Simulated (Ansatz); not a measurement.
Single-point calculation of C

- system: C (Cm, 8 atoms in the cell)
- method: DFT LDA, scalar-relativistic, plane waves, PAW, no spin polarisation (Ansatz 0.2.0)

The structure derives from an entry of the Crystallography Open Database. It belongs to a series of runs on one base structure; here: atom 1 (C) moved +0.100 A towards its neighbour atom 3 (C) at 2.444 A. Figures and captions count atoms from 1; the log counts them from 0 in places.

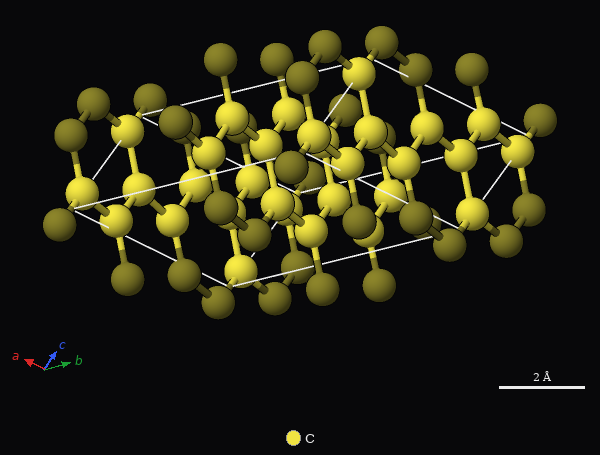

The structure as given in the input (ball-and-stick view of the cell 2 times as large as that of the calculation, set on its symmetry axes, seen at an oblique angle; neighbours outside the cell are drawn fainter). An atom can appear more than once, as a periodic image.

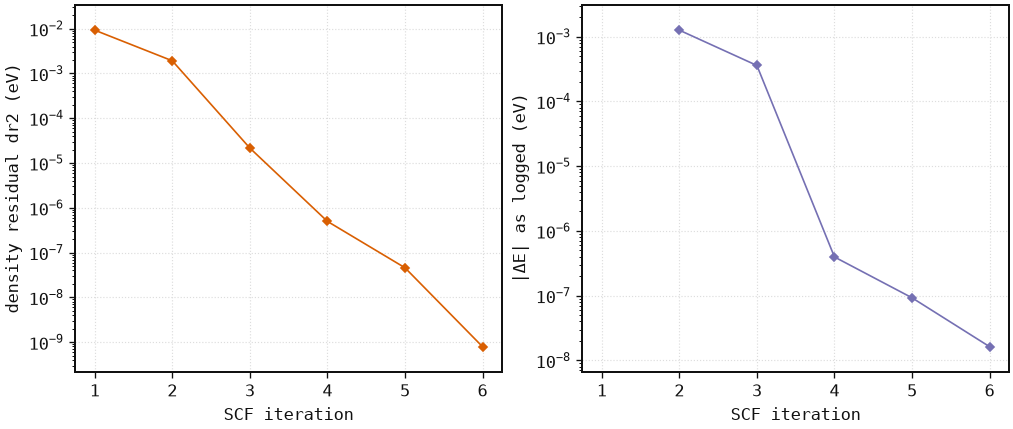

Convergence of the self-consistent field: density residual dr2 and size of the energy change against the SCF iteration. The residual falls at every step.

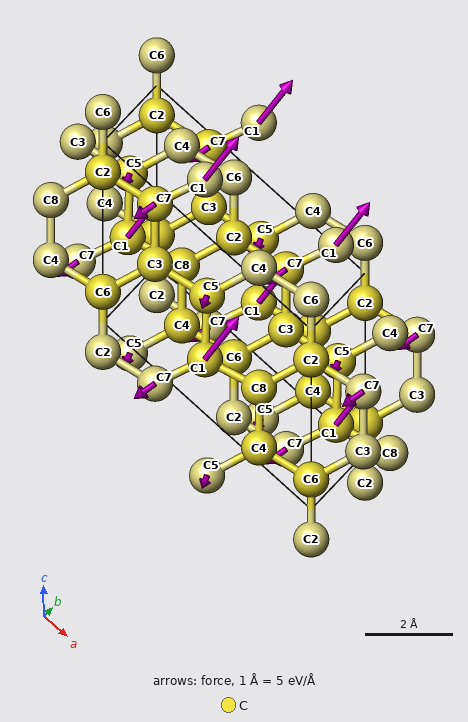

Forces on the atoms as pink arrows (ball-and-stick view of the cell 2 times as large as that of the calculation, set on its symmetry axes, seen slightly off an axis; neighbours outside the cell are drawn fainter; atoms are numbered from 1 in the order of the input); the smallest are left out. The largest act on C1 (6.61 eV/Å); C7 (3.18 eV/Å). The geometry is not a stationary point of this energy.

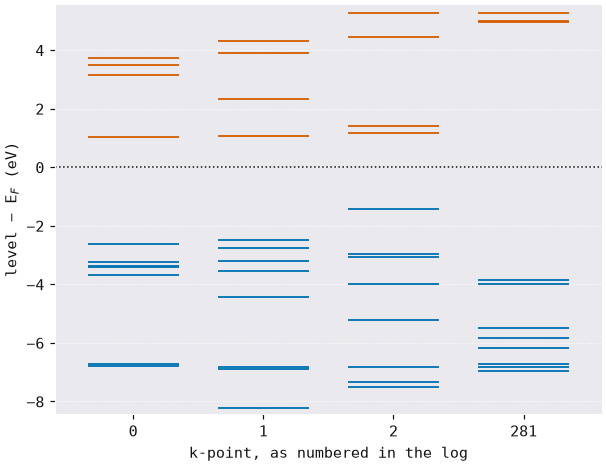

Kohn–Sham levels near the Fermi level (dotted) at the few k-points that the log prints; levels within 0.02 eV of each other stand side by side. The system is metallic on the full mesh.

These pictures come from the run below.

Input file:
```yaml
crystal:
  lattice:
    - [0.0, -4.2333014983, 0.0]
    - [-2.4455693354, -2.1166507492, -3.3597492418]
    - [2.4455693354, -2.1166507492, -3.3597492418]
  atoms:
    - { symbol: C, position: [0.8128390671, 0.5102271836, 0.4897728164] }
    - { symbol: C, position: [0.8332934344, 0.0, 0.0] }
    - { symbol: C, position: [0.3332934344, 0.75, 0.25] }
    - { symbol: C, position: [0.3332934344, 0.25, 0.75] }
    - { symbol: C, position: [0.1667065656, 0.5, 0.5] }
    - { symbol: C, position: [0.1667065656, 0.0, 0.0] }
    - { symbol: C, position: [0.6667065656, 0.75, 0.25] }
    - { symbol: C, position: [0.6667065656, 0.25, 0.75] }
basis:
  ecutwfc: 420
kpoints:
  mp_grid: { grid: [10, 10, 10] }
hamiltonian:
  xc: lda
scf:
  occupations: { method: gaussian, width: 0.03 }
output:
  forces: true
  stress: true
  eigenvalues: true
```

Run as:
```bash
ansatz run input.yaml --threads 1 --pin off --max-ram 2560MiB --backend cpu --events-out ev --progress --plain --runs-dir out
```

The program's output:
```
Engine: ansatz 0.2.0, aarch64-unknown-linux-gnu
Pseudopotentials: kind: paw
Pseudopotential: C, paw, valence charge 4, recommended cutoff 420 eV (normal), C.paw.azcp
Functional definition: SPW92
  exchange = slater_x
  correlation = pw_c
Crystal: 8 atoms, lattice volume = 69.566 Å³
Basis set: ecut = 420 eV, 1353 PW (Γ)
Bands: 24, of which v1, the nominal top of the filled ones, is band 16 counted from 1 (15 counted from 0)
Symmetry: 2 space group operations
Space group: Cm (ITA 8), of the structure as read, at distance tolerance 4.1e-5 Å
k-points: 282 of 1000 (time reversal used)
Non-local potential: C, projectors of the file, l = 0: 2, l = 1: 2, l = 2: 1
PAW form: soft (Blöchl's): semilocal exchange-correlation on the pseudo side does not see the compensation charge
PAW frozen core: C, regenerated for the run's functional, and the local potential with it (the file was generated under x = pbe(κ = 0.804, μ = 0.2195149727645171), c = pbe(β = 0.06672455060314922))
PAW one-centre angular grid: C, 110 points (default); XC on 64 Gauss nodes
Initial density: superposition of atomic densities (neutral atoms: chi_scale 0, normalization atom), corrected by the library's trained network
Initial wavefunctions: pseudopotential atomic-orbital guess
Functional: x = slater, c = lda
SCF iter   1: F=—  HF=-1943.531709 eV  |F-HF|=—  |Δ(HF+E_count)|=         —  Δρ=5.97e-3  dr2=9.28e-3  ethr=1.77e-3  ⟨swp⟩=6.5  Hψ=32930  notcnv=0  defer=44
preconditioner: auto → none  [insulator: Δε(μ)=0.087 eV  Ē_g=15.556 eV  σ=0.030 eV  W_gap=0.50  n_scr=14 (ndim 8)  ℏωp=25.2 eV  f_vac=0.007  D(μ)=0.16/eV (n_scr^D=0)  ε∞_Penn≈3.6]
SCF iter   2: F=—  HF=-1943.530446 eV  |F-HF|=—  |Δ(HF+E_count)|=   1.26e-3  Δρ=2.83e-3  dr2=1.92e-3  ethr=2.90e-5  ⟨swp⟩=2.3  Hψ=12168  notcnv=0  defer=479
SCF iter   3: F=—  HF=-1943.530088 eV  |F-HF|=—  |Δ(HF+E_count)|=   3.59e-4  Δρ=1.83e-4  dr2=2.16e-5  ethr=6.01e-6  ⟨swp⟩=1.3  Hψ=6326  notcnv=0  defer=230
automatic band count: iteration 3 solves 23 bands in place of 24: the levels show a gap, and the empty bands left out lie too high to hold charge; the band table lists the bands solved (type scf.n_extra_bands for more)
SCF iter   4: F=—  HF=-1943.530087 eV  |F-HF|=—  |Δ(HF+E_count)|=   3.96e-7  Δρ=3.70e-5  dr2=4.98e-7  ethr=6.76e-8  ⟨swp⟩=2.1  Hψ=10328  notcnv=0  defer=230
iter 5 did not close the SCF: its close was put off for the readings that it lacked (scf_convergence_deferred on its scf_iter line)
SCF iter   5: F=-1943.530087 eV  HF=-1943.530087 eV  |F-HF|=3.11e-8  |Δ(HF+E_count)|=   9.27e-8  Δρ=9.18e-6  dr2=4.58e-8  ethr=1.56e-9  ⟨swp⟩=2.0  Hψ=10371  notcnv=0  defer=230
SCF iter   6: F=-1943.530087 eV  HF=-1943.530087 eV  |F-HF|=3.52e-10  |Δ(HF+E_count)|=   1.63e-8  Δρ=1.78e-6  dr2=7.91e-10  ethr=1.43e-10  ⟨swp⟩=7.0  Hψ=28868  notcnv=0
SCF 1 converged in 6 iterations: F = -1943.530087 eV  dr2 = 7.91e-10
  greatest PAW one-centre occupation: 0.684 electrons in one spin orbital (limit 2), on the C atom at site 6 (counted from 0), in its partial waves of l = 0
SCF converged after 6 iterations
Free energy (F): -1943.530087 eV
Harris-Foulkes:  -1943.530087 eV  (|F-HF|=3.52e-10)
Internal energy: -1943.530017 eV  (E = F + TS)
E sigma→0 (E₀):  -1943.530052 eV
Entropy (-TS):   -0.000070 eV (-0.009 meV/atom)
Fermi energy:    6.924130 eV
--- Per-component energies (eV) ---
  E_band       = -72.729470
  E_kinetic    = 732.863933
  E_local      = -1247.871337  (includes V_loc(G=0)·N_el)
  E_nonlocal   = 228.933323
  E_hartree    = 374.903260
  E_xc         = -381.488355
  E_vxc        = -474.348110  (∫ρ·V_xc dr)
  E_paw        = -735.790226  (= ΣΔE_a)
  E_vpaw       = -62.113492  (= ΣTr[D̂ρ^β])
  E_aug_tail   = 0.000078  (compensation charges beyond the density's cutoff)
  E_ewald      = -915.583353
  E_core_change = 0.502660  (= ΣΔE_core)
  E_smearing   = -0.000070  (= −TS)
  E_closure    = 0.000000  (closes the sum)
  Σ components = -1943.530087   (vs F -1943.530087, Δ=0.00e0)
--- Forces (eV/Å), atoms counted from 1 ---
  atom   1  C      4.02662237    -5.23897454     0.00000000
  atom   2  C     -0.48539230    -0.44452629     0.00000000
  atom   3  C      0.04118605     0.60124451    -0.00000000
  atom   4  C      0.00076785     0.44591263    -0.00000000
  atom   5  C     -0.60517062     1.60944021    -0.00000000
  atom   6  C      0.11220070     0.29385335    -0.00000000
  atom   7  C     -2.53750337     1.91274302    -0.00000000
  atom   8  C     -0.55271280     0.82030675    -0.00000000
  max |Σ_I F_I| component: 2.12e-6 eV/Å
--- Stress (GPa, compression-positive) ---
        4.538681      -2.047879       0.000000
       -2.047879      -0.644846       0.000000
        0.000000       0.000000       0.004375
  P = ⅓ Tr σ = 1.2994 GPa (12.994 kbar)
--- Band table (eV; the first three rows and the last of 282) ---
  k-point 0: bands = ["-12.7838", "-8.3370", "-8.1134", "-7.1529", "-6.1463", "-3.8554", "-3.6189", "-2.1700", "-1.9755", "0.1233", "0.2141", "3.2459", "3.5071", "3.5503", "3.6733", "4.2890", "7.9623", "10.0825", "10.4067", "10.6554", "14.1867", "14.8300", "15.8350"]
  k-point 1: bands = ["-12.7319", "-9.0106", "-7.4336", "-7.0897", "-6.1052", "-4.4245", "-2.9889", "-2.7733", "-1.3000", "0.0252", "0.1140", "2.4776", "3.3852", "3.7147", "4.1798", "4.4317", "8.0054", "9.2638", "10.8351", "11.2264", "14.4268", "15.0169", "15.8711"]
  k-point 2: bands = ["-12.5774", "-9.7346", "-7.0868", "-6.5348", "-5.9634", "-5.0208", "-3.3913", "-2.1763", "-0.5697", "-0.4223", "0.0979", "1.7204", "2.9215", "3.8669", "3.9741", "5.4942", "8.1017", "8.3291", "11.3596", "12.1908", "15.0514", "15.5586", "15.9854"]
  k-point 281: bands = ["-10.3854", "-10.1706", "-9.9880", "-9.6625", "-2.5837", "-2.1411", "-1.9393", "-1.8064", "-0.0207", "0.0897", "0.2075", "0.7424", "1.0951", "1.4207", "2.9346", "3.0742", "11.8920", "11.9250", "12.1933", "12.6916", "13.8202", "13.8604", "15.6358"]
```

Results in brief:

| quantity | value |
| --- | --- |
| outcome | converged |
| space group (tolerance 0.01 Å) | Cm (8) |
| electrons treated | 32 |
| free energy | −1943.5301 eV |
| Fermi energy | 6.924 eV |
| gap on the k-point mesh | none (metallic) |
| pressure | 1.30 GPa |
| largest force (length of the vector) | 6.608 eV/Å |
| hardware | 1 thread of Arm Neoverse V2, 128 GiB of memory available, shared host |
| wall time | 37 s |
| peak memory | 0.58 GiB |
